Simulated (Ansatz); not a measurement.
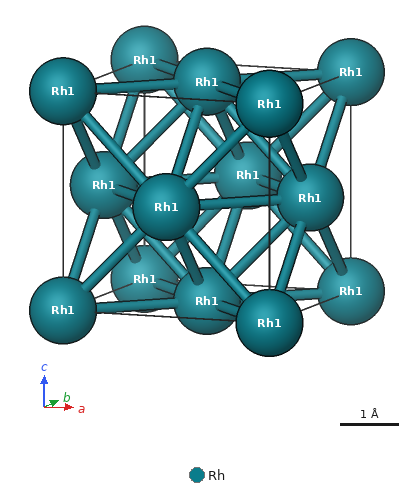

The structure as given in the input (ball-and-stick view of the cell 4 times as large as that of the calculation, set on its symmetry axes, seen slightly off an axis; atoms are numbered from 1 in the order of the input). An atom can appear more than once, as a periodic image. Near neighbours in the periodic cell (some may lie outside the picture): Rh has 12 Rh at 2.71 Å.

# Two runs on Rh

System: Rh (1 atom in the cell).
Method of run A: DFT LDA, scalar-relativistic, plane waves, PAW, no spin polarisation (Ansatz 0.2.0).

The structure derives from an entry of the Crystallography Open Database. Text and figures count atoms from 1; the logs count them from 0 in places.

**Input file, run A**
```yaml
crystal:
  lattice:
    - [0.0, 1.9149890286, 1.9149890286]
    - [1.9149890286, 0.0, 1.9149890286]
    - [1.9149890286, 1.9149890286, 0.0]
  atoms:
    - { symbol: Rh, position: [0.0, 0.0, 0.0] }
basis:
  ecutwfc: 420
kpoints:
  mp_grid: { grid: [18, 18, 18] }
  band_path:
    path:
      - [[0.0, 0.0, 0.0], [0.5, 0.0, 0.5], [0.625, 0.25, 0.625]]
      - [[0.375, 0.375, 0.75], [0.0, 0.0, 0.0], [0.5, 0.5, 0.5], [0.5, 0.25, 0.75], [0.5, 0.0, 0.5]]
    npoints: 14
hamiltonian:
  xc: lda
scf:
  occupations: { method: gaussian, width: 0.1 }
  n_extra_bands: 6
output:
  forces: true
  stress: true
  eigenvalues: true
  populations: true
  dos: { projected: true, de: 0.02, nscf_kmesh: { grid: [27, 27, 27] } }
  bader: true
  write_density: true
  write_potential: true
  elf: true
  volumetric_format: npy
```

Launched with:
```bash
ansatz run input.yaml --threads 1 --pin off --max-ram 2560MiB --backend cpu --events-out ev --progress --plain --runs-dir out
```

Hardware: 1 thread of Arm Neoverse V1, 24 GiB of memory available, shared host.

**Output, shortened to warnings, some set-up lines, iterations and results (run A)**
```
Basis set: ecut = 420 eV, 283 PW (Γ)
Symmetry: 48 space group operations
k-points: 195 of 5832
Initial density: superposition of atomic densities (neutral atoms: chi_scale 0, normalization atom), corrected by the library's trained network
[...]
SCF iter   1: F=—  HF=-6278.610732 eV  |F-HF|=—  |Δ(HF+E_count)|=         —  Δρ=1.10e-2  dr2=1.07e-2  ethr=1.77e-3  ⟨swp⟩=4.9  Hψ=15452  notcnv=0  defer=28
SCF iter   2: F=—  HF=-6278.607791 eV  |F-HF|=—  |Δ(HF+E_count)|=   2.94e-3  Δρ=5.03e-3  dr2=1.45e-3  ethr=6.30e-5  ⟨swp⟩=2.5  Hψ=5489  notcnv=0  defer=88
SCF iter   3: F=—  HF=-6278.607416 eV  |F-HF|=—  |Δ(HF+E_count)|=   3.75e-4  Δρ=2.45e-3  dr2=1.53e-4  ethr=8.50e-6  ⟨swp⟩=2.7  Hψ=4142  notcnv=0  defer=88
SCF iter   4: F=—  HF=-6278.607384 eV  |F-HF|=—  |Δ(HF+E_count)|=   3.21e-5  Δρ=1.23e-4  dr2=6.47e-7  ethr=8.97e-7  ⟨swp⟩=2.0  Hψ=2850  notcnv=0  defer=88
SCF iter   5: F=—  HF=-6278.607385 eV  |F-HF|=—  |Δ(HF+E_count)|=   3.98e-7  Δρ=5.51e-5  dr2=1.36e-7  ethr=3.80e-9  ⟨swp⟩=2.4  Hψ=3750  notcnv=0  defer=88
SCF iter   6: F=-6278.607385 eV  HF=-6278.607385 eV  |F-HF|=2.73e-9  |Δ(HF+E_count)|=   4.70e-8  Δρ=9.67e-6  dr2=4.16e-9  ethr=5.88e-10  ⟨swp⟩=10.8  Hψ=16556  notcnv=0
SCF 1 converged in 6 iterations: F = -6278.607385 eV  dr2 = 4.16e-9
NSCF: frozen V_eff on 86 k-points
NSCF: frozen V_eff on 560 k-points
SCF converged after 6 iterations
Free energy (F): -6278.607385 eV
Harris-Foulkes:  -6278.607385 eV  (|F-HF|=2.73e-9)
Internal energy: -6278.600344 eV  (E = F + TS)
E sigma→0 (E₀):  -6278.603864 eV
Entropy (-TS):   -0.007040 eV (-7.040 meV/atom)
Fermi energy:    21.464267 eV
--- Per-component energies (eV) ---
  E_band       = -99.191994
  E_kinetic    = 572.479950
  E_local      = -1593.761329  (includes V_loc(G=0)·N_el)
  E_nonlocal   = 360.165644
  E_hartree    = 556.776711
  E_xc         = -220.298018
  E_vxc        = -277.740909  (∫ρ·V_xc dr)
  E_paw        = -3463.724734  (= ΣΔE_a)
  E_vpaw       = -273.891922  (= ΣTr[D̂ρ^β])
  E_aug_tail   = 0.000772  (compensation charges beyond the density's cutoff)
  E_ewald      = -2490.861824
  E_core_change = 0.622482  (= ΣΔE_core)
  E_smearing   = -0.007040  (= −TS)
  E_closure    = -0.000000  (closes the sum)
  Σ components = -6278.607385   (vs F -6278.607385, Δ=0.00e0)
--- Forces (eV/Å), atoms counted from 1 ---
  atom   1  Rh    -0.00000000     0.00000000    -0.00000000
  max |Σ_I F_I| component: 8.22e-32 eV/Å
--- Stress (GPa, compression-positive) ---
      -16.447330      -0.000000      -0.000000
       -0.000000     -16.447330      -0.000000
        0.000000      -0.000000     -16.447330
  P = ⅓ Tr σ = -16.4473 GPa (-164.473 kbar)
--- Löwdin populations: 1 site ---
  site symbol       q [e]
     0     Rh     16.8938
  spilling = 0.006247 (of n_electrons = 17.000000)
--- Bader charges: 1 site ---
  site symbol  charge [e]  shift [e]
     0     Rh      0.0000     0.0000
  estimated error of the sums over rays = 6.1e-7 e
```

The input of run B differs as follows (lines with − go, lines with + come):
```diff
-  xc: lda
+  xc: pbe
```

What does this change do to the results?

The total energies belong to different methods, so their difference says nothing on which is more stable or more accurate. The pressure goes from −16.45 to −0.01 GPa. The functional changes from LDA to PBE. Along LDA, PBEsol, PBE and RPBE the binding weakens and the preferred volume grows, so the same cell is under more pressure with the later ones. The number of SCF iterations is the same.

**Output, shortened to warnings, some set-up lines, iterations and results (run B)**
```
Basis set: ecut = 420 eV, 283 PW (Γ), exchange–correlation on 40×40×40 points (8 copies of the dense FFT grid, shifted against one another)
Symmetry: 48 space group operations
k-points: 195 of 5832
Initial density: superposition of atomic densities (neutral atoms: chi_scale 0, normalization atom), corrected by the library's trained network
[...]
SCF iter   1: F=—  HF=-6402.892154 eV  |F-HF|=—  |Δ(HF+E_count)|=         —  Δρ=2.66e-3  dr2=2.41e-4  ethr=1.77e-3  ⟨swp⟩=5.2  Hψ=15612  notcnv=0  defer=28
SCF iter   2: F=—  HF=-6402.892151 eV  |F-HF|=—  |Δ(HF+E_count)|=   3.02e-6  Δρ=1.41e-3  dr2=6.78e-5  ethr=1.41e-6  ⟨swp⟩=2.8  Hψ=6226  notcnv=0  defer=66
SCF iter   3: F=—  HF=-6402.892160 eV  |F-HF|=—  |Δ(HF+E_count)|=   9.38e-6  Δρ=6.88e-4  dr2=1.29e-5  ethr=3.99e-7  ⟨swp⟩=2.0  Hψ=3544  notcnv=0  defer=66
SCF iter   4: F=—  HF=-6402.892171 eV  |F-HF|=—  |Δ(HF+E_count)|=   1.03e-5  Δρ=9.50e-5  dr2=8.23e-7  ethr=7.61e-8  ⟨swp⟩=2.5  Hψ=4017  notcnv=0  defer=66
SCF iter   5: F=-6402.892171 eV  HF=-6402.892171 eV  |F-HF|=1.75e-8  |Δ(HF+E_count)|=   6.58e-8  Δρ=2.90e-5  dr2=5.05e-8  ethr=4.84e-9  ⟨swp⟩=2.1  Hψ=3706  notcnv=0  defer=66
SCF iter   6: F=-6402.892171 eV  HF=-6402.892171 eV  |F-HF|=2.06e-10  |Δ(HF+E_count)|=   6.46e-9  Δρ=1.76e-6  dr2=3.04e-10  ethr=2.97e-10  ⟨swp⟩=8.6  Hψ=16875  notcnv=0
SCF 1 converged in 6 iterations: F = -6402.892171 eV  dr2 = 3.04e-10
NSCF: frozen V_eff on 86 k-points
NSCF: frozen V_eff on 560 k-points
SCF converged after 6 iterations
Free energy (F): -6402.892171 eV
Harris-Foulkes:  -6402.892171 eV  (|F-HF|=2.06e-10)
Internal energy: -6402.885011 eV  (E = F + TS)
E sigma→0 (E₀):  -6402.888591 eV
Entropy (-TS):   -0.007160 eV (-7.160 meV/atom)
Fermi energy:    21.790096 eV
--- Per-component energies (eV) ---
  E_band       = -94.228173
  E_kinetic    = 572.781096
  E_local      = -1589.268017  (includes V_loc(G=0)·N_el)
  E_nonlocal   = 354.503674
  E_hartree    = 558.563957
  E_xc         = -221.765257
  E_vxc        = -278.387693  (∫ρ·V_xc dr)
  E_paw        = -3586.839525  (= ΣΔE_a)
  E_vpaw       = -270.986738  (= ΣTr[D̂ρ^β])
  E_aug_tail   = 0.000884  (compensation charges beyond the density's cutoff)
  E_ewald      = -2490.861824
  E_smearing   = -0.007160  (= −TS)
  E_closure    = 0.000000  (closes the sum)
  Σ components = -6402.892171   (vs F -6402.892171, Δ=0.00e0)
--- Forces (eV/Å), atoms counted from 1 ---
  atom   1  Rh    -0.00000000     0.00000000     0.00000000
  max |Σ_I F_I| component: 1.40e-31 eV/Å
--- Stress (GPa, compression-positive) ---
       -0.008289      -0.000000       0.000000
       -0.000000      -0.008289      -0.000000
        0.000000       0.000000      -0.008289
  P = ⅓ Tr σ = -0.0083 GPa (-0.083 kbar)
--- Löwdin populations: 1 site ---
  site symbol       q [e]
     0     Rh     16.8970
  spilling = 0.006061 (of n_electrons = 17.000000)
--- Bader charges: 1 site ---
  site symbol  charge [e]  shift [e]
     0     Rh      0.0000     0.0000
  estimated error of the sums over rays = 6.0e-7 e
```

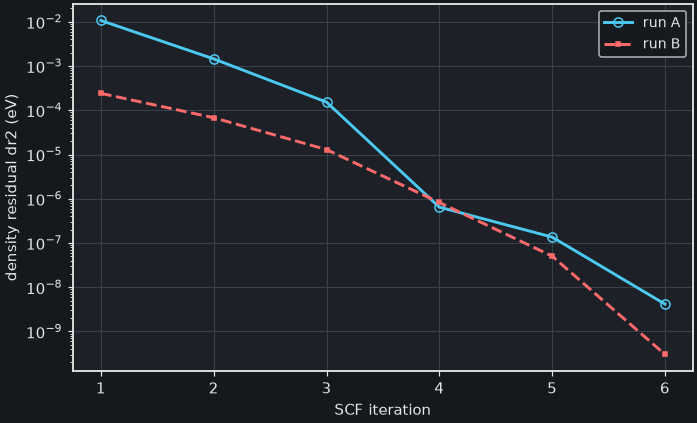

Convergence of the two runs: density residual dr2 against the SCF iteration. Run A takes 6 iterations in all, and run B takes 6.

**The two runs side by side**

| quantity | run A | run B |
| --- | --- | --- |
| outcome | converged | converged |
| free energy per atom (eV) | −6278.6074 | −6402.8922 |
| energy per atom, smearing taken to zero (eV) | −6278.6039 | −6402.8886 |
| gap on the mesh (eV) | 0.00 | 0.00 |
| pressure (GPa) | −16.45 | −0.01 |
| largest force (eV/Å) | 0.000 | 0.000 |
| SCF iterations | 6 | 6 |
| irreducible k-points | 195 | 195 |
| plane waves at Γ | 283 | 283 |
| wall time (shared host) | 10 s | 10 s |

For run A: The cell is under a tension of 16.4 GPa at this level, so it is not at its equilibrium volume.
